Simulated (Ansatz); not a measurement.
**Run report: C10F, single-point calculation (part 2 of 4)**

Continued. System: C10F (slab, 11 atoms in the cell). Method: DFT LDA, scalar-relativistic, plane waves, PAW, PAW set soft_1, spin-polarised (Ansatz 0.2.0); cutoff 420 eV, 8×7×1 k-mesh, Gaussian smearing of 0.05 eV, collinear spins. The structure derives from an entry of the Crystallography Open Database.

Geometry of the input (Å; fractional positions):
```
3.6008  0.0000  0.0000
-1.6597  3.8954  0.0000
0.0000  0.0000  21.7917
C  0.5002  0.3334  0.1836
C  0.4998  0.6666  0.1836
C  0.5002  0.8334  0.2396
C  0.4998  0.1666  0.2396
C  0.5001  0.3353  0.2957
C  0.4999  0.6647  0.2957
C  0.5001  0.8367  0.3520
C  0.4999  0.1633  0.3520
C  0.5004  0.3543  0.4034
C  0.4996  0.6457  0.4034
F  0.8337  0.3543  0.5452
```

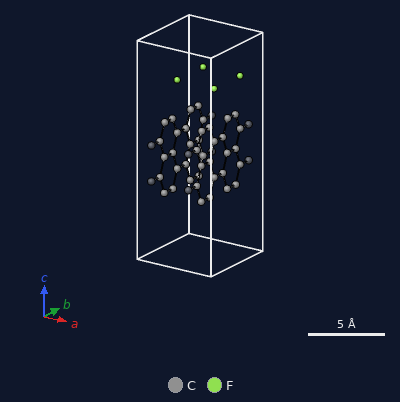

**Figure 1.** The structure as given in the input (ball-and-stick view of the 2 × 2 repeat of the cell, with the vacuum cut short, seen slightly off an axis; neighbours outside the cell are drawn fainter). An atom can appear more than once, as a periodic image.

**The program's output, continued**
```
SCF iter   1: F=—  HF=-3216.431405 eV  |F-HF|=—  |Δ(HF+E_count)|=         —  Δρ=5.50e-2 (↑3.67e-2 ↓5.50e-2)  dr2=3.71e1  dr2_m=1.15e0  M=0.001 μB ∫|m|=0.132 μB  β_m=0.30  ethr=3.10e-3  p=0.000 e·Å  D=1.58e-7 V/Å  ΔV_dip=-0.00 eV  dr2_dipole=1.36e1  V_vac-E_F(+/−)=9.79/9.79 eV  ⟨swp⟩=6.9  Hψ=10043  notcnv=0  defer=40
efield: sawtooth ramp at fractional position 0.8444 (placed from the atoms, in the widest stretch of the axis that holds none; the zero of the levels goes with the place), width 0.0400; the density the first Hamiltonian is built on has a dipole p = 0.000 e·Å; the dipole correction subtracts the counter field D = 1.58e-7 V/Å, which shifts the + side's vacuum level by -0.00 eV against the − side's; the planar-averaged density in the ramp window peaks in size at 6.7e-7 e/Å³
preconditioner: auto → LDOS  [metal: Δε(μ)=0.035 eV  Ē_g=14.284 eV  σ=0.050 eV  W_gap=0.37  n_scr=46 (ndim 8)  ℏωp=14.6 eV  f_vac=0.565  D(μ)=4.30/eV (n_scr^D=10)]
spin=Collinear: LDOS preconditioning applied to the charge; magnetization (m = ρ↑ − ρ↓) channel mixes plain (no charge-response kernel on spin).
SCF iter   2: F=—  HF=-3246.873055 eV  |F-HF|=—  |Δ(HF+E_count)|=    3.04e1  Δρ=1.40e-1 (↑1.40e-1 ↓1.09e-1)  dr2=7.09e2  dr2_m=7.36e-1  M=0.001 μB ∫|m|=0.024 μB  β_m=0.30  ethr=3.10e-3  p=-0.736 e·Å  D=-4.36e-1 V/Å  ΔV_dip=9.50 eV  dr2_dipole=2.96e2  V_vac-E_F(+/−)=14.86/5.36 eV  ⟨swp⟩=4.3  Hψ=4786  notcnv=0  defer=270  κ⁻¹=1.0e0(r=1)
preconditioner: auto → Resta (q_TF=auto, 1.997 Å⁻¹)  ε∞=1.9  [insulator: Δε(μ)=0.066 eV  Ē_g=14.809 eV  σ=0.050 eV  W_gap=0.65  n_scr=46 (ndim 8)  ℏωp=14.4 eV  f_vac=0.566  D(μ)=3.06/eV (n_scr^D=8)  ε∞_Penn≈1.9  vacuum switching on, ρ_ref=1.6e-2 e/Å³]
spin=Collinear: Resta preconditioning applied to the charge; magnetization (m = ρ↑ − ρ↓) channel mixes plain (no charge-response kernel on spin).
SCF iter   3: F=—  HF=-3211.477655 eV  |F-HF|=—  |Δ(HF+E_count)|=    3.54e1  Δρ=3.19e-2 (↑2.37e-2 ↓3.19e-2)  dr2=1.52e1  dr2_m=1.49e-1  M=0.144 μB ∫|m|=0.194 μB  β_m=0.30  ethr=3.10e-3  p=-0.213 e·Å  D=-1.26e-1 V/Å  ΔV_dip=2.75 eV  dr2_dipole=3.53e0  V_vac-E_F(+/−)=10.50/7.75 eV  ⟨swp⟩=3.1  Hψ=4484  notcnv=0  defer=338  κ⁻¹=1.6e-3(r=2)
SCF iter   4: F=—  HF=-3209.726995 eV  |F-HF|=—  |Δ(HF+E_count)|=    1.75e0  Δρ=3.97e-2 (↑1.51e-2 ↓3.97e-2)  dr2=9.73e0  dr2_m=1.34e0  M=1.371 μB ∫|m|=1.382 μB  β_m=1.00  ethr=3.10e-3  p=-0.270 e·Å  D=-1.60e-1 V/Å  ΔV_dip=3.48 eV  dr2_dipole=2.95e0  V_vac-E_F(+/−)=10.38/6.90 eV  ⟨swp⟩=2.7  Hψ=4075  notcnv=0  defer=344  κ⁻¹=7.0e-4(r=3)
SCF iter   5: F=—  HF=-3208.879263 eV  |F-HF|=—  |Δ(HF+E_count)|=   8.48e-1  Δρ=2.20e-2 (↑1.18e-2 ↓2.20e-2)  dr2=3.40e0  dr2_m=7.08e-1  M=0.559 μB ∫|m|=0.610 μB  β_m=0.30  ethr=3.10e-3  p=-0.246 e·Å  D=-1.46e-1 V/Å  ΔV_dip=3.17 eV  dr2_dipole=1.85e0  V_vac-E_F(+/−)=10.18/7.01 eV  ⟨swp⟩=2.2  Hψ=4101  notcnv=0  defer=322  κ⁻¹=1.4e-4(r=4)
SCF iter   6: F=—  HF=-3209.074780 eV  |F-HF|=—  |Δ(HF+E_count)|=   1.96e-1  Δρ=2.73e-2 (↑8.19e-3 ↓2.73e-2)  dr2=1.28e1  dr2_m=2.95e-1  M=1.488 μB ∫|m|=1.509 μB  β_m=1.00  ethr=3.10e-3  p=-0.337 e·Å  D=-2.00e-1 V/Å  ΔV_dip=4.35 eV  dr2_dipole=6.69e0  V_vac-E_F(+/−)=10.37/6.03 eV  ⟨swp⟩=1.5  Hψ=2542  notcnv=0  defer=327  κ⁻¹=3.1e-5(r=5)
SCF iter   7: F=—  HF=-3208.876336 eV  |F-HF|=—  |Δ(HF+E_count)|=   1.98e-1  Δρ=1.82e-2 (↑1.49e-2 ↓1.82e-2)  dr2=7.65e0  dr2_m=7.95e-2  M=1.337 μB ∫|m|=1.378 μB  β_m=0.30  ethr=3.10e-3  p=-0.302 e·Å  D=-1.79e-1 V/Å  ΔV_dip=3.89 eV  dr2_dipole=3.91e0  V_vac-E_F(+/−)=10.14/6.25 eV  ⟨swp⟩=1.0  Hψ=1749  notcnv=0  defer=326  κ⁻¹=9.9e-6(r=6)
SCF iter   8: F=—  HF=-3209.012131 eV  |F-HF|=—  |Δ(HF+E_count)|=   1.36e-1  Δρ=1.89e-2 (↑1.49e-2 ↓1.89e-2)  dr2=8.25e0  dr2_m=5.67e-2  M=1.359 μB ∫|m|=1.400 μB  β_m=1.00  ethr=3.10e-3  p=-0.303 e·Å  D=-1.80e-1 V/Å  ΔV_dip=3.92 eV  dr2_dipole=4.20e0  V_vac-E_F(+/−)=10.13/6.21 eV  ⟨swp⟩=1.3  Hψ=2458  notcnv=0  defer=314  κ⁻¹=1.1e-7(r=7)
SCF iter   9: F=—  HF=-3209.092867 eV  |F-HF|=—  |Δ(HF+E_count)|=   8.07e-2  Δρ=1.61e-2 (↑1.61e-2 ↓1.61e-2)  dr2=7.34e0  dr2_m=4.41e-3  M=1.316 μB ∫|m|=1.362 μB  β_m=0.30  ethr=3.10e-3  p=-0.304 e·Å  D=-1.80e-1 V/Å  ΔV_dip=3.92 eV  dr2_dipole=3.77e0  V_vac-E_F(+/−)=10.18/6.26 eV  ⟨swp⟩=1.4  Hψ=1737  notcnv=0  defer=314  κ⁻¹=8.4e-8(r=8)
SCF iter  10: F=—  HF=-3209.121984 eV  |F-HF|=—  |Δ(HF+E_count)|=   2.91e-2  Δρ=1.59e-2 (↑1.59e-2 ↓1.59e-2)  dr2=7.16e0  dr2_m=4.28e-3  M=1.306 μB ∫|m|=1.353 μB  β_m=1.20  ethr=3.10e-3  p=-0.303 e·Å  D=-1.79e-1 V/Å  ΔV_dip=3.91 eV  dr2_dipole=3.69e0  V_vac-E_F(+/−)=10.18/6.28 eV  ⟨swp⟩=1.5  Hψ=1766  notcnv=0  defer=314
Mixer restart at iter 10: flushing history
spin-set hold released at iteration 10 (site moments contracting): the magnetisation degrees of freedom join the quasi-Newton model from the next iteration; the mixer history was flushed
SCF iter  11: F=—  HF=-3217.773059 eV  |F-HF|=—  |Δ(HF+E_count)|=    8.65e0  Δρ=6.43e-2 (↑2.91e-2 ↓6.43e-2)  dr2=1.57e2  dr2_m=2.79e0  M=-0.005 μB ∫|m|=0.196 μB  β_m=1.20  ethr=3.10e-3  p=0.325 e·Å  D=1.92e-1 V/Å  ΔV_dip=-4.19 eV  dr2_dipole=7.74e1  V_vac-E_F(+/−)=4.31/8.50 eV  ⟨swp⟩=4.2  Hψ=4737  notcnv=0  defer=323  κ⁻¹=1.0e0(r=1)
density mixer auto → broyden: no gap read (density of states about μ 0.86 of a free-electron gas's, 46 screened modes)
SCF iter  12: F=—  HF=-3210.608435 eV  |F-HF|=—  |Δ(HF+E_count)|=    7.16e0  Δρ=4.90e-2 (↑7.88e-3 ↓4.90e-2)  dr2=2.11e1  dr2_m=1.82e0  M=-0.000 μB ∫|m|=0.183 μB  β_m=1.02  ethr=3.10e-3  p=-0.133 e·Å  D=-7.90e-2 V/Å  ΔV_dip=1.72 eV  dr2_dipole=8.10e0  V_vac-E_F(+/−)=9.13/7.41 eV  ⟨swp⟩=3.3  Hψ=3698  notcnv=0  defer=348  κ⁻¹=2.9e-2(r=2)
SCF iter  13: F=—  HF=-3209.412096 eV  |F-HF|=—  |Δ(HF+E_count)|=    1.20e0  Δρ=4.16e-2 (↑6.85e-3 ↓4.16e-2)  dr2=1.99e1  dr2_m=1.28e0  M=0.023 μB ∫|m|=0.193 μB  β_m=1.20  ethr=3.10e-3  p=-0.202 e·Å  D=-1.20e-1 V/Å  ΔV_dip=2.61 eV  dr2_dipole=9.47e0  V_vac-E_F(+/−)=10.18/7.57 eV  ⟨swp⟩=1.8  Hψ=2624  notcnv=0  defer=343  κ⁻¹=2.3e-4(r=3)
SCF iter  14: F=—  HF=-3209.391082 eV  |F-HF|=—  |Δ(HF+E_count)|=   2.10e-2  Δρ=4.76e-2 (↑7.82e-3 ↓4.76e-2)  dr2=3.08e1  dr2_m=1.54e0  M=1.875 μB ∫|m|=1.900 μB  β_m=1.20  ethr=3.10e-3  p=-0.338 e·Å  D=-2.00e-1 V/Å  ΔV_dip=4.36 eV  dr2_dipole=1.54e1  V_vac-E_F(+/−)=10.41/6.05 eV  ⟨swp⟩=2.0  Hψ=2758  notcnv=0  defer=335  κ⁻¹=1.8e-4(r=4)
SCF iter  15: F=—  HF=-3208.985116 eV  |F-HF|=—  |Δ(HF+E_count)|=   4.06e-1  Δρ=1.74e-2 (↑2.78e-3 ↓1.74e-2)  dr2=3.45e0  dr2_m=2.13e-1  M=1.198 μB ∫|m|=1.230 μB  β_m=1.20  ethr=3.10e-3  p=-0.295 e·Å  D=-1.75e-1 V/Å  ΔV_dip=3.80 eV  dr2_dipole=1.62e0  V_vac-E_F(+/−)=10.35/6.55 eV  ⟨swp⟩=1.5  Hψ=2561  notcnv=0  defer=314  κ⁻¹=1.2e-4(r=5)
SCF iter  16: F=—  HF=-3209.011479 eV  |F-HF|=—  |Δ(HF+E_count)|=   2.64e-2  Δρ=1.56e-2 (↑3.17e-3 ↓1.56e-2)  dr2=2.67e0  dr2_m=1.69e-1  M=0.543 μB ∫|m|=0.592 μB  β_m=1.20  ethr=3.10e-3  p=-0.265 e·Å  D=-1.57e-1 V/Å  ΔV_dip=3.41 eV  dr2_dipole=1.41e0  V_vac-E_F(+/−)=10.35/6.93 eV  ⟨swp⟩=1.0  Hψ=1828  notcnv=0  defer=314  κ⁻¹=6.9e-5(r=6)
SCF iter  17: F=—  HF=-3209.006491 eV  |F-HF|=—  |Δ(HF+E_count)|=   4.99e-3  Δρ=1.54e-2 (↑3.09e-3 ↓1.54e-2)  dr2=2.53e0  dr2_m=1.62e-1  M=0.553 μB ∫|m|=0.601 μB  β_m=1.20  ethr=3.10e-3  p=-0.267 e·Å  D=-1.58e-1 V/Å  ΔV_dip=3.44 eV  dr2_dipole=1.34e0  V_vac-E_F(+/−)=10.35/6.91 eV  ⟨swp⟩=1.0  Hψ=2382  notcnv=0  defer=314  κ⁻¹=1.3e-7(r=7)
SCF iter  18: F=—  HF=-3209.006777 eV  |F-HF|=—  |Δ(HF+E_count)|=   2.86e-4  Δρ=1.55e-2 (↑3.03e-3 ↓1.55e-2)  dr2=2.62e0  dr2_m=1.61e-1  M=0.544 μB ∫|m|=0.595 μB  β_m=1.20  ethr=3.10e-3  p=-0.269 e·Å  D=-1.59e-1 V/Å  ΔV_dip=3.47 eV  dr2_dipole=1.37e0  V_vac-E_F(+/−)=10.37/6.90 eV  ⟨swp⟩=1.0  Hψ=1709  notcnv=0  defer=314  κ⁻¹=1.2e-7(r=8)
SCF iter  19: F=—  HF=-3208.972274 eV  |F-HF|=—  |Δ(HF+E_count)|=   3.45e-2  Δρ=9.89e-3 (↑1.58e-3 ↓9.89e-3)  dr2=1.14e0  dr2_m=6.45e-2  M=1.035 μB ∫|m|=1.069 μB  β_m=1.20  ethr=3.10e-3  p=-0.302 e·Å  D=-1.79e-1 V/Å  ΔV_dip=3.90 eV  dr2_dipole=5.83e-1  V_vac-E_F(+/−)=10.45/6.55 eV  ⟨swp⟩=1.0  Hψ=1709  notcnv=0  defer=314  κ⁻¹=2.4e-7(r=8)
SCF iter  20: F=—  HF=-3208.968059 eV  |F-HF|=—  |Δ(HF+E_count)|=   4.22e-3  Δρ=2.79e-3 (↑9.97e-4 ↓2.79e-3)  dr2=2.94e-2  dr2_m=3.24e-3  M=0.866 μB ∫|m|=0.901 μB  β_m=1.20  ethr=2.43e-3  p=-0.298 e·Å  D=-1.77e-1 V/Å  ΔV_dip=3.85 eV  dr2_dipole=1.22e-2  V_vac-E_F(+/−)=10.46/6.61 eV  ⟨swp⟩=1.0  Hψ=2494  notcnv=0  defer=314  κ⁻¹=3.4e-7(r=8)
SCF iter  21: F=—  HF=-3208.967136 eV  |F-HF|=—  |Δ(HF+E_count)|=   9.23e-4  Δρ=3.17e-3 (↑1.06e-3 ↓3.17e-3)  dr2=5.23e-2  dr2_m=4.94e-3  M=0.800 μB ∫|m|=0.837 μB  β_m=1.20  ethr=6.27e-5  p=-0.295 e·Å  D=-1.75e-1 V/Å  ΔV_dip=3.81 eV  dr2_dipole=2.23e-2  V_vac-E_F(+/−)=10.45/6.64 eV  ⟨swp⟩=1.0  Hψ=1713  notcnv=0  defer=314  κ⁻¹=3.3e-7(r=8)
SCF iter  22: F=—  HF=-3208.978032 eV  |F-HF|=—  |Δ(HF+E_count)|=   1.09e-2  Δρ=8.59e-3 (↑1.64e-3 ↓8.59e-3)  dr2=9.33e-1  dr2_m=5.00e-2  M=1.013 μB ∫|m|=1.044 μB  β_m=1.20  ethr=6.27e-5  p=-0.308 e·Å  D=-1.82e-1 V/Å  ΔV_dip=3.97 eV  dr2_dipole=5.13e-1  V_vac-E_F(+/−)=10.50/6.53 eV  ⟨swp⟩=1.5  Hψ=1741  notcnv=0  defer=314  κ⁻¹=9.8e-7(r=8)
SCF iter  23: F=—  HF=-3208.982759 eV  |F-HF|=—  |Δ(HF+E_count)|=   4.73e-3  Δρ=1.04e-2 (↑1.96e-3 ↓1.04e-2)  dr2=1.41e0  dr2_m=7.35e-2  M=1.054 μB ∫|m|=1.083 μB  β_m=1.20  ethr=6.27e-5  p=-0.310 e·Å  D=-1.84e-1 V/Å  ΔV_dip=4.00 eV  dr2_dipole=7.70e-1  V_vac-E_F(+/−)=10.51/6.50 eV  ⟨swp⟩=1.0  Hψ=1878  notcnv=0  defer=314  κ⁻¹=4.3e-7(r=8)
SCF iter  24: F=—  HF=-3208.990408 eV  |F-HF|=—  |Δ(HF+E_count)|=   7.65e-3  Δρ=1.29e-2 (↑2.52e-3 ↓1.29e-2)  dr2=2.19e0  dr2_m=1.14e-1  M=1.113 μB ∫|m|=1.139 μB  β_m=1.20  ethr=6.27e-5  p=-0.313 e·Å  D=-1.86e-1 V/Å  ΔV_dip=4.04 eV  dr2_dipole=1.20e0  V_vac-E_F(+/−)=10.52/6.47 eV  ⟨swp⟩=1.0  Hψ=1750  notcnv=0  defer=314  κ⁻¹=4.2e-7(r=8)
SCF iter  25: F=—  HF=-3208.974762 eV  |F-HF|=—  |Δ(HF+E_count)|=   1.56e-2  Δρ=4.44e-3 (↑9.50e-4 ↓4.44e-3)  dr2=2.47e-1  dr2_m=1.33e-2  M=0.897 μB ∫|m|=0.956 μB  β_m=1.20  ethr=6.27e-5  p=-0.304 e·Å  D=-1.80e-1 V/Å  ΔV_dip=3.92 eV  dr2_dipole=1.38e-1  V_vac-E_F(+/−)=10.49/6.57 eV  ⟨swp⟩=1.0  Hψ=1874  notcnv=0  defer=314  κ⁻¹=4.8e-7(r=8)
SCF iter  26: F=—  HF=-3208.973829 eV  |F-HF|=—  |Δ(HF+E_count)|=   9.33e-4  Δρ=2.90e-3 (↑4.17e-4 ↓2.90e-3)  dr2=1.85e-2  dr2_m=5.92e-3  M=0.828 μB ∫|m|=0.893 μB  β_m=1.20  ethr=6.27e-5  p=-0.300 e·Å  D=-1.77e-1 V/Å  ΔV_dip=3.87 eV  dr2_dipole=8.23e-3  V_vac-E_F(+/−)=10.48/6.61 eV  ⟨swp⟩=1.0  Hψ=2092  notcnv=0  defer=314  κ⁻¹=8.5e-7(r=8)
SCF iter  27: F=—  HF=-3208.974227 eV  |F-HF|=—  |Δ(HF+E_count)|=   3.98e-4  Δρ=3.43e-3 (↑3.87e-4 ↓3.43e-3)  dr2=4.76e-2  dr2_m=8.16e-3  M=0.862 μB ∫|m|=0.904 μB  β_m=1.20  ethr=3.94e-5  p=-0.300 e·Å  D=-1.78e-1 V/Å  ΔV_dip=3.87 eV  dr2_dipole=2.37e-2  V_vac-E_F(+/−)=10.48/6.61 eV  ⟨swp⟩=1.1  Hψ=1759  notcnv=0  defer=314  κ⁻¹=2.5e-6(r=8)
SCF iter  28: F=—  HF=-3208.973468 eV  |F-HF|=—  |Δ(HF+E_count)|=   7.59e-4  Δρ=3.82e-3 (↑3.09e-4 ↓3.82e-3)  dr2=1.46e-2  dr2_m=1.00e-2  M=0.811 μB ∫|m|=0.856 μB  β_m=1.20  ethr=3.94e-5  p=-0.297 e·Å  D=-1.76e-1 V/Å  ΔV_dip=3.84 eV  dr2_dipole=2.47e-3  V_vac-E_F(+/−)=10.47/6.63 eV  ⟨swp⟩=1.0  Hψ=1783  notcnv=0  defer=314  κ⁻¹=2.7e-6(r=8)
SCF iter  29: F=—  HF=-3208.973452 eV  |F-HF|=—  |Δ(HF+E_count)|=   1.55e-5  Δρ=3.87e-3 (↑3.20e-4 ↓3.87e-3)  dr2=1.60e-2  dr2_m=1.03e-2  M=0.808 μB ∫|m|=0.855 μB  β_m=1.20  ethr=3.12e-5  p=-0.297 e·Å  D=-1.76e-1 V/Å  ΔV_dip=3.84 eV  dr2_dipole=3.11e-3  V_vac-E_F(+/−)=10.47/6.63 eV  ⟨swp⟩=1.0  Hψ=1824  notcnv=0  defer=314  κ⁻¹=3.5e-7(r=8)
SCF iter  30: F=—  HF=-3208.973531 eV  |F-HF|=—  |Δ(HF+E_count)|=   7.89e-5  Δρ=3.89e-3 (↑3.22e-4 ↓3.89e-3)  dr2=1.61e-2  dr2_m=1.03e-2  M=0.808 μB ∫|m|=0.855 μB  β_m=1.20  ethr=3.12e-5  p=-0.297 e·Å  D=-1.76e-1 V/Å  ΔV_dip=3.84 eV  dr2_dipole=3.11e-3  V_vac-E_F(+/−)=10.47/6.63 eV  ⟨swp⟩=1.1  Hψ=1716  notcnv=0  defer=314  κ⁻¹=5.5e-7(r=8)
SCF iter  31: F=—  HF=-3208.973560 eV  |F-HF|=—  |Δ(HF+E_count)|=   2.89e-5  Δρ=3.83e-3 (↑2.96e-4 ↓3.83e-3)  dr2=1.13e-2  dr2_m=1.01e-2  M=0.805 μB ∫|m|=0.862 μB  β_m=1.20  ethr=3.12e-5  p=-0.298 e·Å  D=-1.76e-1 V/Å  ΔV_dip=3.84 eV  dr2_dipole=7.42e-4  V_vac-E_F(+/−)=10.47/6.63 eV  ⟨swp⟩=1.1  Hψ=1719  notcnv=0  defer=314  κ⁻¹=9.9e-7(r=8)
SCF iter  32: F=—  HF=-3208.973646 eV  |F-HF|=—  |Δ(HF+E_count)|=   8.59e-5  Δρ=3.75e-3 (↑2.95e-4 ↓3.75e-3)  dr2=1.32e-2  dr2_m=9.72e-3  M=0.822 μB ∫|m|=0.860 μB  β_m=1.20  ethr=2.41e-5  p=-0.297 e·Å  D=-1.76e-1 V/Å  ΔV_dip=3.84 eV  dr2_dipole=1.81e-3  V_vac-E_F(+/−)=10.47/6.63 eV  ⟨swp⟩=1.3  Hψ=1752  notcnv=0  defer=314  κ⁻¹=1.2e-6(r=8)
SCF iter  33: F=—  HF=-3208.974671 eV  |F-HF|=—  |Δ(HF+E_count)|=   1.03e-3  Δρ=4.71e-3 (↑4.56e-4 ↓4.71e-3)  dr2=2.89e-2  dr2_m=1.45e-2  M=0.823 μB ∫|m|=0.855 μB  β_m=1.20  ethr=2.41e-5  p=-0.298 e·Å  D=-1.76e-1 V/Å  ΔV_dip=3.84 eV  dr2_dipole=6.26e-3  V_vac-E_F(+/−)=10.47/6.63 eV  ⟨swp⟩=1.1  Hψ=1727  notcnv=0  defer=314  κ⁻¹=6.5e-6(r=8)
SCF iter  34: F=—  HF=-3208.974533 eV  |F-HF|=—  |Δ(HF+E_count)|=   1.39e-4  Δρ=4.21e-3 (↑4.38e-4 ↓4.21e-3)  dr2=3.28e-2  dr2_m=1.20e-2  M=0.767 μB ∫|m|=0.865 μB  β_m=1.20  ethr=2.41e-5  p=-0.297 e·Å  D=-1.76e-1 V/Å  ΔV_dip=3.83 eV  dr2_dipole=1.17e-2  V_vac-E_F(+/−)=10.47/6.64 eV  ⟨swp⟩=1.5  Hψ=2329  notcnv=0  defer=314  κ⁻¹=1.3e-5(r=8)
SCF iter  35: F=—  HF=-3208.974778 eV  |F-HF|=—  |Δ(HF+E_count)|=   2.45e-4  Δρ=4.18e-3 (↑4.56e-4 ↓4.18e-3)  dr2=3.21e-2  dr2_m=1.17e-2  M=0.771 μB ∫|m|=0.862 μB  β_m=1.20  ethr=2.41e-5  p=-0.297 e·Å  D=-1.76e-1 V/Å  ΔV_dip=3.83 eV  dr2_dipole=1.14e-2  V_vac-E_F(+/−)=10.47/6.64 eV  ⟨swp⟩=1.0  Hψ=1712  notcnv=0  defer=314  κ⁻¹=1.8e-5(r=8)
```
